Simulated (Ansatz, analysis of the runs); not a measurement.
# A defect in a wire: Ir wire along [110], 3 atoms a period, Ag in place of one Ir, part 3 of 3

What does the defect do to the conductance?

Ansatz 0.2.0; DFT PBE, plane waves, PAW; relaxation of a wire's period (the session's first sound run).

So far, conductance of the lead as this run defines it (G₀): step 3 (bands of the perfect wire) 6.27.

## Step 4: Relaxing the junction (continued)

Level of this step: DFT PBE, plane waves, PAW; relaxation of a junction in a wire, ends held (Ansatz).

The steps of the relaxation:

```csv
step,energy less that of the first step (eV),largest force component (eV/Å)
1,0.0000,2.6601
2,-0.5720,0.5669
3,-0.6791,0.1620
4,-0.7319,0.1640
5,-0.8156,0.2856
6,-1.0046,0.4855
7,-1.2895,0.5263
8,-1.5779,0.7019
9,-1.7787,0.4776
10,-1.8436,0.4463
11,-1.9312,0.2763
12,-1.9563,0.2633
13,-1.9637,0.0567
14,-1.9637,0.0564
```

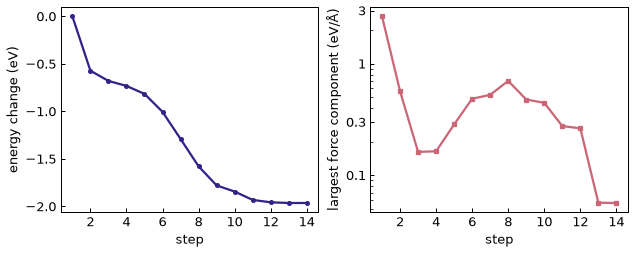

Energy and largest force along the relaxation.

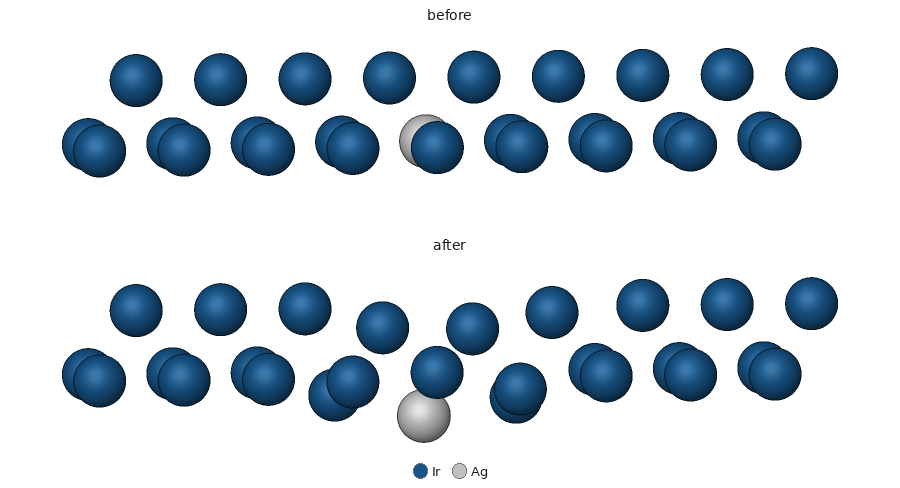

The structure before and after the relaxation, drawn at the same scale.

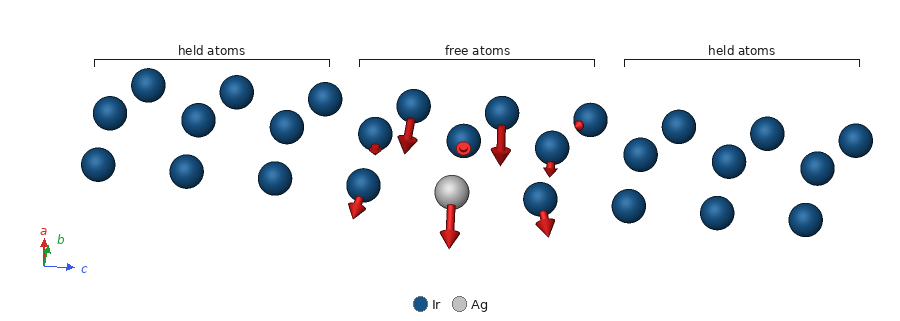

Displacements in the relaxation, scaled; the longest in the cell stands for 1.39 Å.

The atoms that moved most (Å):

```csv
atom,dx,dy,dz,length
Ag13,-1.337,-0.396,-0.012,1.395
Ir14,-0.717,-1.072,0.104,1.294
Ir11,-0.651,-0.951,-0.074,1.155
Ir16,-0.802,-0.192,0.193,0.847
Ir10,-0.687,-0.192,-0.177,0.735
Ir18,-0.385,-0.298,-0.002,0.486
Ir15,0.117,-0.462,0.055,0.479
Ir12,-0.128,-0.311,0.040,0.339
```

This step gave:

```yaml
energy_at_zero_smearing: -317846.5193 eV
```

The largest force component on a free atom ends at 0.056 eV/Å, under the limit of 0.06. Ag ends nearest to Ir at 2.74 Å, Ir at 2.75 Å, Ir at 2.82 Å, Ir at 2.97 Å and Ir at 3.03 Å. 6 atoms of the wire itself, hydrogen apart, moved by over 0.45 Å, up to 1.29 Å.

## Step 5: Transmission between the leads

This step: DFT PBE, plane waves, PAW; transmission of a junction in a wire (Ansatz 0.2.0).

The cell is now read as a scatterer between two semi-infinite leads, named by two sites one period apart. The scattering states in its self-consistent potential are matched to the leads' states at each energy. One point across is taken, as for a wire in vacuum.

input.yaml

```yaml
crystal:
  lattice:
    - [8.735, 0.0, 0.0]
    - [0.0, 9.537, 0.0]
    - [0.0, 0.0, 22.3687963302]
  atoms:
    - { symbol: Ir, position: [0.388449262, 0.369988667, -1.0e-10] }
    - { symbol: Ir, position: [0.612340171, 0.499973956, 0.0555555559] }
    - { symbol: Ir, position: [0.388449262, 0.629959245, -1.0e-10] }
    - { symbol: Ir, position: [0.388449262, 0.369988667, 0.1111111109] }
    - { symbol: Ir, position: [0.612340171, 0.499973956, 0.1666666669] }
    - { symbol: Ir, position: [0.388449262, 0.629959245, 0.1111111109] }
    - { symbol: Ir, position: [0.388449262, 0.369988667, 0.2222222219] }
    - { symbol: Ir, position: [0.612340171, 0.499973956, 0.2777777779] }
    - { symbol: Ir, position: [0.388449262, 0.629959245, 0.2222222219] }
    - { symbol: Ir, position: [0.3098273717, 0.349900918, 0.3254205563] }
    - { symbol: Ir, position: [0.5378258228, 0.40026618, 0.3855826809] }
    - { symbol: Ir, position: [0.3737937757, 0.5973292879, 0.3351326953] }
    - { symbol: Ag, position: [0.2353301264, 0.3284455933, 0.4438972366] }
    - { symbol: Ir, position: [0.5302217031, 0.3875206488, 0.5046571927] }
    - { symbol: Ir, position: [0.4017998546, 0.5815637423, 0.4469078696] }
    - { symbol: Ir, position: [0.296629367, 0.349867428, 0.5641685183] }
    - { symbol: Ir, position: [0.5922924765, 0.5066485091, 0.60235445] }
    - { symbol: Ir, position: [0.3444295779, 0.5987357874, 0.5554453539] }
    - { symbol: Ir, position: [0.388449262, 0.369988667, 0.6666666669] }
    - { symbol: Ir, position: [0.612340171, 0.499973956, 0.7222222219] }
    - { symbol: Ir, position: [0.388449262, 0.629959245, 0.6666666669] }
    - { symbol: Ir, position: [0.388449262, 0.369988667, 0.7777777779] }
    - { symbol: Ir, position: [0.612340171, 0.499973956, 0.8333333329] }
    - { symbol: Ir, position: [0.388449262, 0.629959245, 0.7777777779] }
    - { symbol: Ir, position: [0.388449262, 0.369988667, 0.8888888889] }
    - { symbol: Ir, position: [0.612340171, 0.499973956, 0.9444444444] }
    - { symbol: Ir, position: [0.388449262, 0.629959245, 0.8888888889] }
kpoints:
  mp_grid: { grid: [1, 1, 4] }
scf:
  occupations: { method: fermi_dirac, width: 0.05 }
hamiltonian:
  xc: pbe
output:
  transmission:
    e_range: [-1.26, 1.26]
    de: 0.035
    kmesh: [1, 1]
    reduced_basis: true
    leads: [[24, 0]]
  dos: { projected: true, e_range: [-4, 3] }
  write_potential: true
  write_density: true
  volumetric_format: npy
  elf: true
basis:
  ecutwfc: "350 eV"
```

On the command line:

```
ansatz run input.yaml --threads 4 --pin off --max-ram 16384MiB --backend cpu --events-out ev --progress --plain --runs-dir out
```

Numbers of over 12 decimals in the logs are rounded to 6 here.

Log:

```text
[...]
Crystal: 27 atoms, lattice volume = 1863.448 Å³
Basis set: ecut = 350 eV, 27771 PW (Γ)
Bands: 277, of which v1, the nominal top of the filled ones, is band 231 counted from 1 (230 counted from 0)
Symmetry: 1 space group operations
[...]
k-points: 3 of 4 (time reversal used)
[...]
SCF iter   1: F=—  HF=-317847.084249 eV  |F-HF|=—  |Δ(HF+E_count)|=         —  Δρ=9.62e-3  dr2=5.46e0  ethr=1.77e-3  ⟨swp⟩=7.7  Hψ=3384  notcnv=0  defer=8
[...]
SCF iter  12: F=-317846.740386 eV  HF=-317846.740386 eV  |F-HF|=6.91e-8  |Δ(HF+E_count)|=  2.91e-10  Δρ=1.23e-6  dr2=8.08e-8  ethr=2.17e-11  ⟨swp⟩=13.0  Hψ=2204  notcnv=0
SCF 1 converged in 12 iterations: F = -317846.740386 eV  dr2 = 8.08e-8
[...]
transmission: 26 of 156 steps passed
transmission: 52 of 156 steps passed
[...]
transmission: 156 of 156 steps passed
WARN: The output density's exchange-correlation potential varies sharply where the density is thin. Do not read a vacuum level from v_tot or v_xc, or from such a field of the output density. On a cell that repeats whose density bears no net charge and no dipole along the vacuum's axis use v_es (v_loc + v_h of the components); under efield.dipole_correction with no amplitude use v_es + v_field, which holds any externa [...]
SCF converged after 12 iterations
Free energy (F): -317846.740386 eV
[...]
Internal energy: -317846.280339 eV  (E = F + TS)
E sigma→0 (E₀):  -317846.510362 eV
Entropy (-TS):   -0.460047 eV (-17.039 meV/atom)
Fermi energy:    1.065958 eV
[...]
--- Band table (eV) ---
  k-point 0: bands = [... 227 lower, 0.9731, 0.9827, 1.0071, 1.0557, 1.0680, 1.1629, 1.2118, 1.2627, ... 42 higher]
  k-point 1: bands = [... 227 lower, 0.9781, 1.0019, 1.0084, 1.0315, 1.0807, 1.1493, 1.2198, 1.2634, ... 42 higher]
  k-point 2: bands = [... 227 lower, 0.9633, 1.0028, 1.0286, 1.0328, 1.0846, 1.1349, 1.1885, 1.2608, ... 42 higher]
--- Transmission ---
  basis      : 611 plane waves across, 26 finite elements along
  points     : 1, standing for a mesh of 1 x 1
[...]
crystal 0  : Ir3, at the sites [24, 0], period 2.4854 Å, over 14.91 Å; its Hamiltonian steps by up to 43.5 meV: too much for a lead, lay more layers or, if its atoms are ordered, name the step of that order
[...]
filled         : 10.4 meV under the level at which it is neutral
    channels       : 6.000000e0 a spin
[...]
junction   : crystal 0 to crystal 0, -0.62 to 19.26 Å
    transmission   : 1.961244e0 a spin
    error estimate : 7.558776e-4 a spin from the reduction of the transverse basis, at the most 7.449084e-3 at -0.525000 eV
    conductance    : 1.8743e14 S/m² at 300 K (1.8757e14 on every other energy)
    error estimate : 0.1 % from the energy spacing and 3.8 % from band edges of the leads and from resonances (wavevectors taken as independent; lower de), 0.2 % from the reduction of the transverse basis, 55.4 % from the steps of its leads' Hamiltonians or their offsets (lay more layers), 0.0 % from the distance to neutral
    resistance     : 3.6921e-3 Ω µm² beyond half of each lead's own
```

Elapsed: 3.1 min, on 4 threads of Arm Neoverse V2, shared host; peak memory 4.1 GiB; 11 min of CPU time.

Numbers from this step:

- energy at zero smearing: -317846.5104 eV
- transmission at the energy nearest the Fermi level, one spin: 1.961
- step of the lead's Hamiltonian: 43.5 meV
- conductance of the junction: 2.015 G₀

Table of transmission, one spin by energy, zero at the Fermi level:

```csv
energy (eV),"transmission, one spin"
-1.190,2.38
-1.015,1.44
-0.805,1.62
-0.595,2.47
-0.560,2.83
-0.385,2.47
-0.280,2.88
-0.210,2.11
0.000,1.96
0.210,2.59
0.385,2.13
0.455,1.68
0.595,1.04
0.805,1.31
0.945,2.39
1.015,2.06
1.190,1.90
```

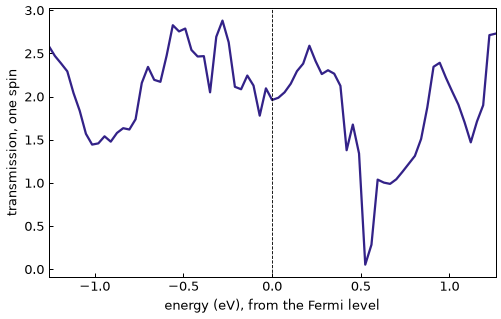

Transmission, one spin, plotted against energy.

The open channels of the lead, one spin by energy, zero at the Fermi level:

```csv
energy (eV),"open channels of the lead, one spin"
-1.190,6
-1.015,5
-0.805,4
-0.595,8
-0.385,9
-0.210,8
0.000,6
0.210,8
0.385,7
0.595,5
0.805,5
1.015,5
1.190,5
```

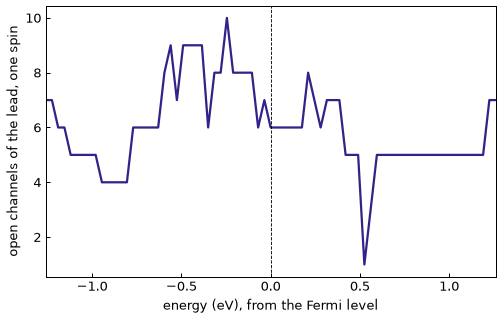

Open channels of the lead, one spin against energy.

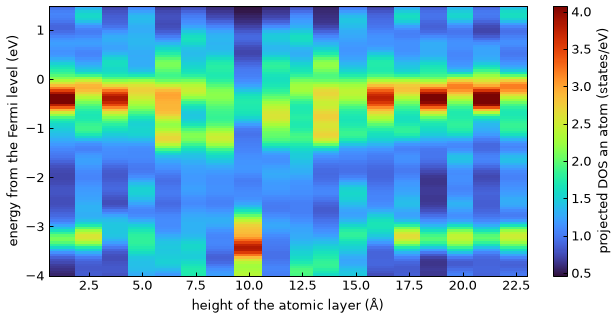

Projected DOS an atom over height of the atomic layer and energy from the Fermi level.  broadened by a Gaussian of 0.15 eV, since few k-points sample the long cell.

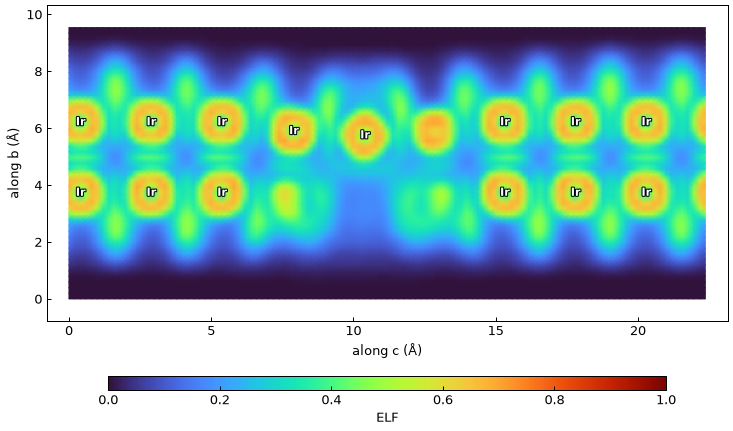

ELF in the cb plane at fractional x = 0.388, with atoms of Ir within 0.2 Å of it. It is the smooth field of the valence electrons, not physical close to the nuclei.

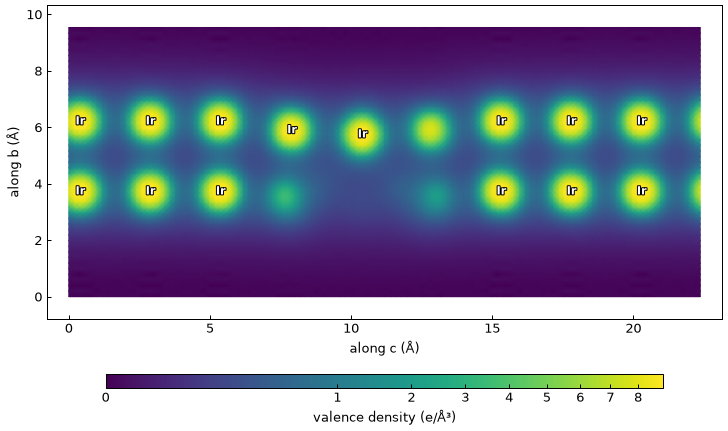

Valence density in the cb plane at fractional x = 0.388, with atoms of Ir within 0.2 Å of it. It is the smooth field of the valence electrons, not physical close to the nuclei. The colour scale is stretched toward low values.

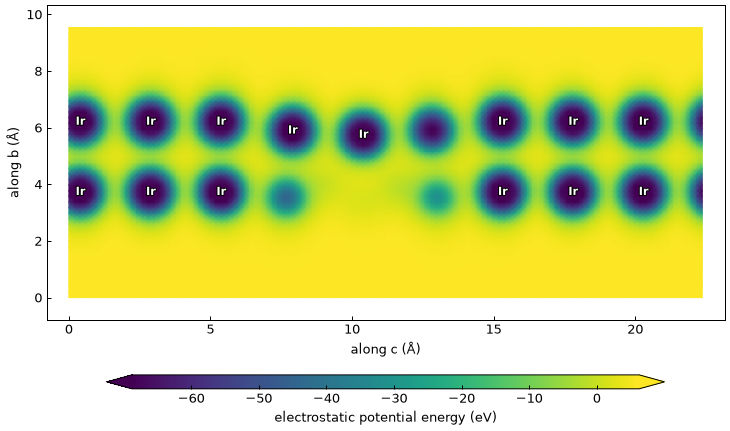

Electrostatic potential energy in the cb plane at fractional x = 0.388, with atoms of Ir within 0.2 Å of it. With pseudopotentials it is smooth inside the atoms' cores, unlike the true potential.

By hand: the program gives 1.8743 × 10^14 S/m² over the cell's cross-section of 83.31 Å² = 8.331 × 10^-19 m², so one cell conducts 1.561 × 10^-4 S. Divided by G0 = 2e²/h = 7.748 × 10^-5 S this is 2.02 G0, a resistance of 6.40 kΩ.

The conductance is 2.02 G₀, with 6 channels a spin open in the lead. The lead's Hamiltonian steps by 43.5 meV, which the program calls too much for a lead. The largest term of the program's error estimate is 55 %.

## Step 6: Landauer integrals

This step: Landauer integrals over the computed T(E), interpolated linearly between its energies (analysis of the runs above).

Conductance and thermopower are moments of T(E) over the thermal window; sliding the window along E stands for a gate that leaves T(E) rigid.

Numbers from this step:

- conductance at 300 K, interpolated from T(E): 2.003 G₀
- thermopower at 300 K: -1.617 μV/K
- Lorenz number over L0: 1.029

T(E) held rigid; rough near sharp steps of T(E). The conductance at 300 K by shift of the leads' level:

```csv
shift of the leads' level (eV),conductance at 300 K (G₀)
-0.900,1.54
-0.800,1.73
-0.700,2.18
-0.600,2.46
-0.500,2.69
-0.350,2.43
-0.250,2.52
-0.150,2.16
-0.050,1.99
0.050,2.05
0.150,2.31
0.250,2.38
0.350,2.15
0.500,0.945
0.600,0.815
0.700,1.07
0.800,1.37
0.900,2.06
```

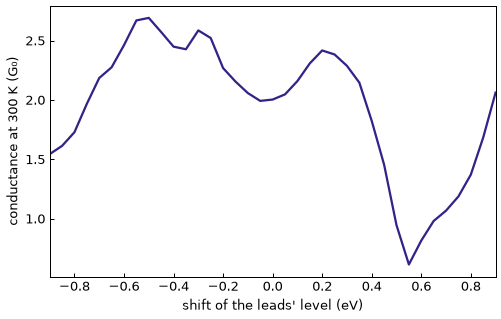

Conductance at 300 K, plotted against shift of the leads' level.

T(E) held rigid; rough near sharp steps of T(E). The thermopower at 300 K by shift of the leads' level:

```csv
shift of the leads' level (eV),thermopower at 300 K (μV/K)
-0.900,-4.99
-0.750,-18.2
-0.600,-12.6
-0.500,2.83
-0.350,-4.33
-0.200,11.8
-0.050,1.18
0.050,-5.55
0.200,-2.48
0.350,15.6
0.500,72.9
0.600,-35.2
0.750,-18.7
0.900,-19.7
```

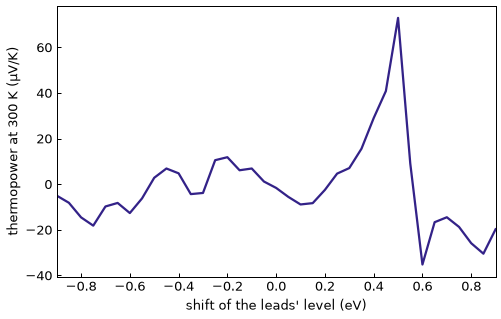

Thermopower at 300 K, plotted against shift of the leads' level.

The two levels move by half the bias each and T(E) is held rigid. Current from the zero-bias T(E) against bias:

```csv
bias (V),current from the zero-bias T(E) (μA)
0.000,0
0.100,15.6
0.200,31.5
0.300,48.3
0.400,66.0
0.500,84.6
0.600,104
0.700,122
0.800,139
0.900,155
1.000,170
1.100,183
1.200,196
1.300,209
1.400,221
1.500,234
1.600,246
1.700,258
1.800,272
1.900,286
```

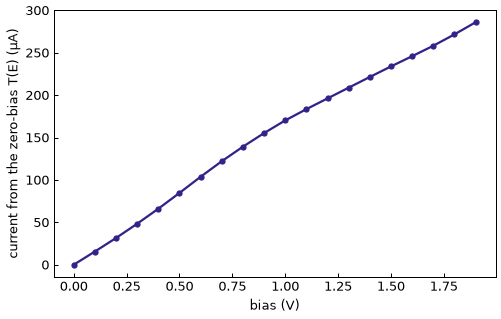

Current from the zero-bias T(E), plotted against bias.

By hand, Mott's formula: S = −(π²k²T/3e) d ln T/dE, and π²k²T/3e = 7.33 μV/K × eV at 300 K. The computed T is 1.78 at -0.070 eV and 2.05 at +0.070 eV, so d ln T/dE ≈ 1.01 per eV and S ≈ -7.39 μV/K, against -1.62 from the integrals.

The thermopower is -1.62 μV/K. The Lorenz ratio is 1.03, where the Wiedemann-Franz law gives 1. Moving the level by up to 0.1 eV either way gives -8.9 to 6.9 μV/K.

## Step 7: Summary of results

```json
{"conductance of the perfect wire": "6.27 G₀", "conductance, Ag in place of one Ir": "2.02 G₀ (one error term of 55 %, so a rough value at best)", "thermopower, Ag in place of one Ir": "-1.62 μV/K (rough, as the conductance is)"}
```

Summed over the computed window, 33 % of the lead's open channels pass the defect; the conductance at 300 K is 2.02 G₀. With Ag in place of one Ir, 31 % of the conductance of that run's own lead (6.52 G₀) is left. Transport is coherent and elastic here: the atoms are frozen, so scattering by vibrations plays no part. In the perfect wire the moments were started parallel, and no opposed start was run. With Ag in place of one Ir several atoms of the wire itself moved far in the relaxation, so the changed stretch between the held leads may scatter as well as the defect. The free region is short: held atoms still bear up to 1.4 eV/Å after a relaxation. Spin-orbit coupling is left out, which matters for the bands of heavy atoms. In 1 run the program finds the step of the lead's Hamiltonian too large, so longer leads may change the transmission. One term of the program's error estimate for a conductance, of a junction or of the perfect wire, reaches 55 % in this session. A junction with open d shells ran without spin, after the few moments seeded in its relaxation died away; moments on all d atoms were not tried. A cutoff under the files' recommended one was taken to save time; its effect on T(E) was not tested here. A cell with an odd number of electrons ran without spin; a level of the scatterer near the Fermi level could split if spin were allowed.

[Logs are printed without paths, hosts, clocks, repeated set-up lines and the standing remarks that a program may print on its own settings, such as how far it seeks lower states.]

[Hosts, paths, dates, database ids (printed as entryN), source tags and the programs' standing remarks are cut or masked in the printed files.]
